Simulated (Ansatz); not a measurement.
**SiC (P6_3mc): a many-body input that goes wrong, and its mend**

What is wrong with this input for SiC (P6_3mc)?

Calculated with Ansatz 0.2.0; G0W0 on PBE, plane waves, PAW; PAW set soft_1.

### 1. Starting point

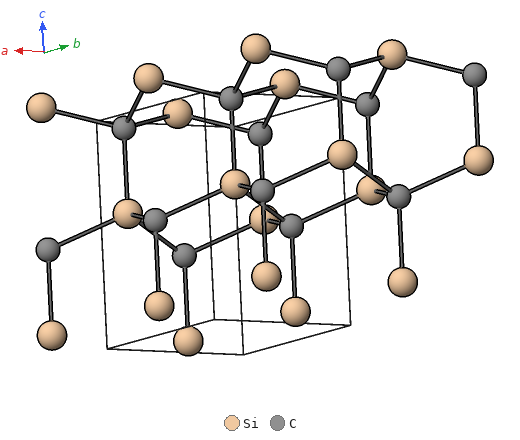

The cell as given, from a free direction (silicon light orange, carbon grey). 2×3×1 cells are drawn. Some periodic images of atoms are drawn too.

Structure file:

```cif
data_structure
_symmetry_space_group_name_H-M 'P 1'
_symmetry_Int_Tables_number 1
_cell_length_a 3.0735
_cell_length_b 3.0735
_cell_length_c 5.0452
_cell_angle_alpha 90.000
_cell_angle_beta 90.000
_cell_angle_gamma 120.000
_cell_volume 41.27
loop_
_atom_site_label
_atom_site_type_symbol
_atom_site_fract_x
_atom_site_fract_y
_atom_site_fract_z
_atom_site_occupancy
Si1 Si 0.33333 0.66667 0.49960 1
Si2 Si 0.66667 0.33333 0.99960 1
C3 C 0.33333 0.66667 0.87540 1
C4 C 0.66667 0.33333 0.37540 1
```

The cell and positions are those that the Materials Project relaxed with its own functionals (PBE, PBE+U or r2SCAN), kept fixed.

### 2. First try

input.yaml reads:

```yaml
crystal:
  lattice:
    - [3.0735139282, 0.0, 0.0]
    - [-1.5367569641, 2.6617411407, 0.0]
    - [0.0, 0.0, 5.04524771]
  atoms:
    - { symbol: Si, position: [0.33333333, 0.66666667, 0.4996024] }
    - { symbol: Si, position: [0.66666667, 0.33333333, 0.9996024] }
    - { symbol: C, position: [0.33333333, 0.66666667, 0.8753976] }
    - { symbol: C, position: [0.66666667, 0.33333333, 0.3753976] }
kpoints:
  mp_grid: { grid: [2, 2, 2] }
hamiltonian:
  xc: pbe
  pseudopotentials: { kind: paw, azcp: { folder: soft_1 } }
scf:
  occupations: { method: fixed }
gw:
  n_empty_bands: 67
  ecut_chi: 80
  qp_bands: [v2, c2]
  qp_kpoints: band_edges
  screening: { model: contour_deformation }
```

Launch:

```console
ansatz run input.yaml --threads 3 --pin off --max-ram 92160MiB --backend cuda --events-out ev --progress --plain --runs-dir out --devices 1 --max-vram 13GiB
```

Numbers of over 12 decimals in the logs are rounded to 6 here.

Log:

```text
GPUs: using 1 of 1 available (devices: 1).
Engine: ansatz 0.2.0, x86_64-unknown-linux-gnu
Pseudopotentials: kind: paw
Pseudopotential: Si, paw, valence charge 4, recommended cutoff 420 eV (normal), soft_1/Si.paw.azcp
Pseudopotential: C, paw, valence charge 4, recommended cutoff 420 eV (normal), soft_1/C.paw.azcp
Functional definition: PBE
  parameter kappa = 0.804
  parameter beta = 0.066725
  exchange = pbe_x(kappa = kappa, mu = beta*pi^2/3)
  correlation = pbe_c(beta = beta)
concurrent solve slots: 2 of 3 are kept, ahead of what memory takes: no pass of the eigensolver takes more rounds on 2
device memory: the entry about to start is reckoned to put 0.6 GiB on a device that reports 36.2 GiB free (of which the cap on the GPU budget leaves the run 13.0 GiB)
GPU FFT provider: cuFFT
GPU libraries: cuBLAS 13.8.2, cuFFT 12.4.0, cuSOLVER 12.3.4
Crystal: 4 atoms, lattice volume = 41.275 Å³
Basis set: ecut = 420 eV, 785 PW (Γ)
Bands: 12, of which v1, the nominal top of the filled ones, is band 8 counted from 1 (7 counted from 0)
Symmetry: 12 space group operations
Space group: P63mc (ITA 186), of the structure as read, at distance tolerance 3.5e-5 Å
k-points: 4 of 8
Non-local potential: Si, projectors of the file, l = 0: 2, l = 1: 2, l = 2: 1
Non-local potential: C, projectors of the file, l = 0: 2, l = 1: 2, l = 2: 1
PAW form: soft (Blöchl's): semilocal exchange-correlation on the pseudo side does not see the compensation charge
PAW one-centre angular grid: Si, 110 points (default); XC on 64 Gauss nodes
PAW one-centre angular grid: C, 110 points (default); XC on 64 Gauss nodes
Initial density: superposition of atomic densities (chi_scale 0.1, normalization cell, long waves kept (reshape's long-wave potential 0.00 eV rms))
Initial wavefunctions: pseudopotential atomic-orbital guess
GPU buffer pool allocated for 20736 grid points (all kernels)
GPU transforms: local potential and band sums: pruned to the plane-wave sphere, on 24×24×36
Functional: x = pbe(κ = 0.804, μ = 0.219515), c = pbe(β = 0.066725)
SCF iter   1: F=—  HF=-1775.672066 eV  |F-HF|=—  |Δ(HF+E_count)|=         —  Δρ=1.53e-1  dr2=1.18e1  ethr=3.10e-3  ⟨swp⟩=4.0  Hψ=276  notcnv=0  defer=5
preconditioner: auto → none  [insulator: Δε(μ)=4.680 eV  Ē_g=12.096 eV  n_scr=2 (ndim 8)  ℏωp=23.1 eV  f_vac=0.000  ε∞_Penn≈4.7]
SCF iter   2: F=—  HF=-1772.061459 eV  |F-HF|=—  |Δ(HF+E_count)|=    3.61e0  Δρ=5.35e-2  dr2=6.89e-1  ethr=3.10e-3  ⟨swp⟩=3.8  Hψ=155  notcnv=0  defer=6
SCF iter   3: F=—  HF=-1771.917005 eV  |F-HF|=—  |Δ(HF+E_count)|=   1.44e-1  Δρ=2.20e-2  dr2=1.04e-1  ethr=3.10e-3  ⟨swp⟩=2.8  Hψ=107  notcnv=0  defer=8
SCF iter   4: F=—  HF=-1771.916667 eV  |F-HF|=—  |Δ(HF+E_count)|=   3.38e-4  Δρ=2.00e-3  dr2=1.03e-3  ethr=6.47e-4  ⟨swp⟩=2.0  Hψ=56  notcnv=0  defer=8
SCF iter   5: F=—  HF=-1771.917080 eV  |F-HF|=—  |Δ(HF+E_count)|=   4.13e-4  Δρ=2.65e-4  dr2=1.21e-5  ethr=6.45e-6  ⟨swp⟩=3.0  Hψ=88  notcnv=0  defer=8
SCF iter   6: F=—  HF=-1771.917099 eV  |F-HF|=—  |Δ(HF+E_count)|=   1.89e-5  Δρ=6.10e-5  dr2=9.21e-7  ethr=7.57e-8  ⟨swp⟩=2.0  Hψ=80  notcnv=0
SCF iter   7: F=-1771.917099 eV  HF=-1771.917099 eV  |F-HF|=4.38e-9  |Δ(HF+E_count)|=   2.46e-7  Δρ=8.59e-6  dr2=1.71e-8  ethr=6.25e-10  ⟨swp⟩=5.2  Hψ=247  notcnv=0
SCF 1 converged in 7 iterations: F = -1771.917099 eV  dr2 = 1.71e-8
[...]
concurrent solve slots: 2 of 3 are kept, ahead of what memory takes: no pass of the eigensolver takes more rounds on 2
device memory: the entry about to start is reckoned to put 0.8 GiB on a device that reports 36.2 GiB free (of which the cap on the GPU budget leaves the run 13.0 GiB)
NSCF: frozen V_eff on 4 k-points
[...]
concurrent solve slots: 2 of 3 are kept, ahead of what memory takes: no pass of the eigensolver takes more rounds on 2
device memory: the entry about to start is reckoned to put 1.0 GiB on a device that reports 36.2 GiB free (of which the cap on the GPU budget leaves the run 13.0 GiB)
NSCF: frozen V_eff on 4 k-points
G₀W₀ screening: q 1/4
[... further progress lines ...]
device memory: the entry about to start is reckoned to put 0.3 GiB on a device that reports 34.6 GiB free (of which the cap on the GPU budget leaves the run 13.0 GiB)
NSCF: frozen V_eff on 1 k-points
device memory: the entry about to start is reckoned to put 0.3 GiB on a device that reports 32.2 GiB free (of which the cap on the GPU budget leaves the run 13.0 GiB)
NSCF: frozen V_eff on 1 k-points
SCF converged after 7 iterations
Free energy (F): -1771.917099 eV
Harris-Foulkes:  -1771.917099 eV  (|F-HF|=4.38e-9)
Internal energy: -1771.917099 eV  (E = F + TS)
E sigma→0 (E₀):  -1771.917099 eV
Fermi energy:    9.928786 eV
--- Per-component energies (eV) ---
  E_band       = 63.113351
  E_kinetic    = 273.918454
  E_local      = -196.875326  (includes V_loc(G=0)·N_el)
  E_nonlocal   = 88.134038
  E_hartree    = 67.558615
  E_xc         = -211.408901
  E_vxc        = -217.574191  (∫ρ·V_xc dr)
  E_paw        = -1223.998428  (= ΣΔE_a)
  E_vpaw       = -19.607727  (= ΣTr[D̂ρ^β])
  E_aug_tail   = 0.000103  (compensation charges beyond the density's cutoff)
  E_ewald      = -569.245654
  E_smearing   = -0.000000  (= −TS)
  E_closure    = -0.000000  (closes the sum)
  Σ components = -1771.917099   (vs F -1771.917099, Δ=0.00e0)
--- Band table (eV) ---
  k-point 0: bands = [... 4 lower, 8.5690, 9.8056, 9.9288, 9.9288, 14.5835, 16.0600, 16.3658, 16.3658]
  k-point 1: bands = [... 4 lower, 9.1913, 9.1913, 9.1913, 9.1913, 15.6627, 15.6627, 17.0579, 17.0579]
  k-point 2: bands = [... 4 lower, 4.3592, 6.5106, 6.5185, 8.6918, 12.4943, 14.0054, 16.6895, 16.8412]
  k-point 3: bands = [... 4 lower, 7.4047, 7.4047, 7.5292, 7.5292, 13.0237, 13.0237, 14.9853, 14.9853]
--- G₀W₀: contour deformation, 6 samples at zero and on the imaginary axis and 1 off it, 8 q-points, 67 empty bands' worth ---
  eigenvalues of the whole cell's RPA ε∞ on this k-mesh (on a slab, of 1 + 4πα/V) = 7.8442, 13.8856, 13.8856; static W/v taken at q = 0 is 0.067615
  bands read: the sum over 75 bands ends inside a degenerate multiplet in 3 slots, whose members it reads at an even weight; the widest, k=1: bands 73 to 76 (counted from 1) at 3/4 each
  gw.qp_kpoints: band_edges: 4 of 4 stored k-points solved, in 1 pass; an edge of the gap read off the rows below is read off those points alone
    ik  band        ε_KS         Σx   Σc(E_QP)       V_xc       Z   E_QP_lin       E_QP  E_QP is
     0     7      9.9288   -19.4900     3.4434   -15.8643  0.7913     9.7463     9.7466  root
     0     8      9.9288   -19.4900     3.4434   -15.8643  0.7913     9.7463     9.7466  root
     0     9     14.5835    -8.1950    -5.4936   -14.3775  0.7945    15.2749    15.2724  root
     0    10     16.0600    -9.0410    -5.2932   -14.9358  0.7907    16.6650    16.6615  root
     1     7      9.1913   -19.7045     3.6932   -15.7371  0.7866     8.9165     8.9171  root
     1     8      9.1913   -19.7045     3.6932   -15.7371  0.7866     8.9165     8.9171  root
     1     9     15.6627    -7.9492    -5.6440   -14.2872  0.7956    16.3645    16.3566  root
     1    10     15.6627    -7.9492    -5.6440   -14.2872  0.7956    16.3645    16.3566  root
     2     7      6.5185   -17.0597     2.9813   -13.7467  0.7862     6.1850     6.1868  root
     2     8      8.6918   -19.4824     3.5231   -15.6639  0.7878     8.3957     8.3964  root
     2     9     12.4943    -6.3653    -5.0326   -11.7949  0.8145    12.8923    12.8913  root
     2    10     14.0054    -7.2977    -4.6669   -12.4079  0.8077    14.4501    14.4487  root
     3     7      7.5292   -18.5178     3.1011   -15.1567  0.7868     7.2689     7.2692  root
     3     8      7.5292   -18.5178     3.1011   -15.1567  0.7868     7.2689     7.2692  root
     3     9     13.0237    -6.9827    -4.8024   -12.1448  0.8123    13.3842    13.3834  root
     3    10     13.0237    -6.9827    -4.8024   -12.1448  0.8123    13.3842    13.3834  root
```

It took 6.1 s on 1 × NVIDIA H100 80GB HBM3 (shared by 6 runs) with 3 threads of AMD EPYC 7R13 (Zen 3), shared host; peak memory 0.98 GiB.

**Diagnosis.**

The run ended normally, though the input holds a fault or crude settings.

The fault: G0W0 on a mesh far too coarse. So few points can't sample the density or the screening, and the band edges may lie elsewhere in the zone.

It printed a gap of 3.14 eV, which is an artefact of the settings.

### 3. A better input

G0W0 replaces the xc potential by the self-energy, built once from these orbitals. Only a window of levels is corrected, while the sums run over the empty bands that the input names. This step takes PAW set soft_1 files.

Edit input.yaml of step 2 so:

```diff
@@ -11,3 +11,3 @@
 kpoints:
-  mp_grid: { grid: [2, 2, 2] }
+  mp_grid: { grid: [6, 6, 4] }
 hamiltonian:
@@ -18,4 +18,4 @@
 gw:
-  n_empty_bands: 67
-  ecut_chi: 80
+  n_empty_bands: 123
+  ecut_chi: 120
   qp_bands: [v2, c2]
```

Log:

```text
GPUs: using 1 of 1 available (devices: 1).
[...]
GPU FFT provider: cuFFT
GPU libraries: cuBLAS 13.8.2, cuFFT 12.4.0, cuSOLVER 12.3.4
Crystal: 4 atoms, lattice volume = 41.275 Å³
Basis set: ecut = 420 eV, 785 PW (Γ)
Bands: 12, of which v1, the nominal top of the filled ones, is band 8 counted from 1 (7 counted from 0)
[... 1 set-up line as in the run before ...]
[...]
k-points: 21 of 144 (time reversal used)
[...]
GPU buffer pool allocated for 20736 grid points (all kernels)
[...]
SCF iter   1: F=—  HF=-1777.330936 eV  |F-HF|=—  |Δ(HF+E_count)|=         —  Δρ=1.39e-1  dr2=9.76e0  ethr=3.10e-3  ⟨swp⟩=4.4  Hψ=1469  notcnv=0  defer=36
[...]
SCF iter   7: F=-1774.295312 eV  HF=-1774.295312 eV  |F-HF|=4.90e-9  |Δ(HF+E_count)|=   1.54e-7  Δρ=7.05e-6  dr2=1.11e-8  ethr=6.25e-10  ⟨swp⟩=5.8  Hψ=1280  notcnv=0
SCF 1 converged in 7 iterations: F = -1774.295312 eV  dr2 = 1.11e-8
[...]
0     7      9.6660   -18.3642     2.0896   -15.8111  0.7907     9.2011     9.2025  root
     0     8      9.6660   -18.3642     2.0896   -15.8111  0.7907     9.2011     9.2025  root
     0     9     14.4813    -9.2037    -4.7196   -14.5076  0.8043    15.0682    15.0656  root
     0    10     15.8703    -9.2913    -5.1495   -15.0286  0.7873    16.4618    16.4581  root
     1     7      9.4441   -18.4251     2.1608   -15.7761  0.7900     8.9544     8.9560  root
     1     8      9.4441   -18.4251     2.1608   -15.7761  0.7900     8.9544     8.9560  root
     1     9     14.7627    -9.1140    -4.7816   -14.4883  0.8032    15.3581    15.3554  root
     1    10     16.4636    -7.6536    -5.0768   -13.3398  0.7994    17.0767    17.0730  root
[...]
20     7      7.9245   -18.6496     2.5370   -15.4976  0.7834     7.3063     7.3096  root
    20     8      7.9245   -18.6496     2.5370   -15.4976  0.7834     7.3063     7.3096  root
    20     9     14.7419    -7.9195    -4.7005   -13.1495  0.8086    15.2736    15.2714  root
    20    10     14.7419    -7.9195    -4.7005   -13.1495  0.8086    15.2736    15.2714  root
[key lines of the parts left out:]
SCF converged after 7 iterations
Free energy (F): -1774.295312 eV
Fermi energy:    9.665993 eV
```

Elapsed: 13 s, on 1 × NVIDIA H100 80GB HBM3 (shared by 6 runs) with 3 threads; peak memory 1.1 GiB; 17 s of CPU time.

This step gave:

- bands summed: 131
- RPA ε∞ on this mesh (eigenvalues): 6.819, 6.937, 6.937
- plane waves in the screening matrix: 135
- q-points in the mesh: 144
- G0W0 gap on the mesh: 2.988 eV
- k of the valence top: 0, 0, 0
- k of the conduction bottom: 0.3333, 0.3333, 0
- starting gap on the mesh: 2.271 eV
- Z at the valence top: 0.7907
- Z at the conduction bottom: 0.8219
- least direct G0W0 gap on the computed points: 4.922 eV

The gap on the mesh goes from 2.27 eV to 2.99 eV, a correction of +0.72 eV. Between the two edge states, bare exchange in place of the xc potential would open the gap by 6.90 eV, and correlation takes back 6.18 eV.

### 4. What came out

- first try: converged after 6.1 s
- better run: G0W0 gap on the mesh 2.99 eV (6×6×4 mesh, 123 empty bands, screening to 120 eV, PAW set soft_1 files)

In words: The second run differs in: mesh, empty bands and screening cutoff (eV). Bands and cutoff are finite, so the gap is not at the basis limit. The miss can reach some tenths of an eV and take either sign; the mesh is an error of its own.

[Paths, hosts, dates, memory and timing lines, banners, echoed tables and standing remarks are left out of the program output.]

[Logs are printed without paths, hosts, clocks, repeated set-up lines and the standing remarks that a program may print on its own settings, such as how far it seeks lower states.]

[Runs of the session that timed out or met a known fault of the program may be left out.]

[Cells called generated may have been cut or substituted from an entry of the Crystallography Open Database or the Materials Project.]

[Hosts, paths, dates, database ids (printed as entryN), source tags and the programs' standing remarks are cut or masked in the printed files.]
